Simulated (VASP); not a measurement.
System InP (space group F-43m, No. 216); source of the atomic positions: the end point of a relaxation with VASP Kohn-Sham DFT of a periodic cell, PBE, VASP PAW PBE potentials, materialsproject in VASP 6.6.1.

```cif
data_structure
_symmetry_space_group_name_H-M 'P 1'
_symmetry_Int_Tables_number 1
_cell_length_a 5.9584
_cell_length_b 5.9584
_cell_length_c 5.9584
_cell_angle_alpha 90.000
_cell_angle_beta 90.000
_cell_angle_gamma 90.000
_cell_volume 211.53
loop_
_atom_site_label
_atom_site_type_symbol
_atom_site_fract_x
_atom_site_fract_y
_atom_site_fract_z
_atom_site_occupancy
In1 In 0.00000 0.00000 0.00000 1
P1 P 0.25000 0.25000 0.25000 1
In2 In 0.00000 0.50000 0.50000 1
P2 P 0.25000 0.75000 0.75000 1
In3 In 0.50000 0.00000 0.50000 1
P3 P 0.75000 0.25000 0.75000 1
In4 In 0.50000 0.50000 0.00000 1
P4 P 0.75000 0.75000 0.25000 1
```

Describe the stacking along [111], with columns A (0, 0), B (1/3, 2/3), C (2/3, 1/3) of the hexagonal mesh spanned by (a − b)/2 and (b − c)/2.

In(A) – P(A) – In(B) – P(B) – In(C) – P(C) (six layers in 10.32 Å).

P layers alone: ABC, the cubic close-packed type.

In: three tetrahedral sites (per hexagonal cell).

Polytype symbol 3C, the symbol of a tetrahedral polytype (number of double layers in the repeat and lattice).

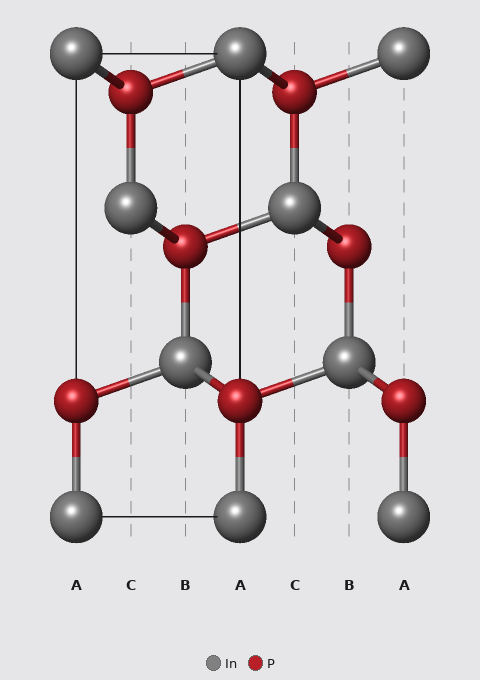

Projection along an edge of the hexagonal mesh, stacking direction [111] upwards. The dashed lines mark the three columns A (0, 0), B (1/3, 2/3) and C (2/3, 1/3). The box is the hexagonal cell of the face-centred cubic lattice. The sequence starts with the first layer at or above the cell's origin.
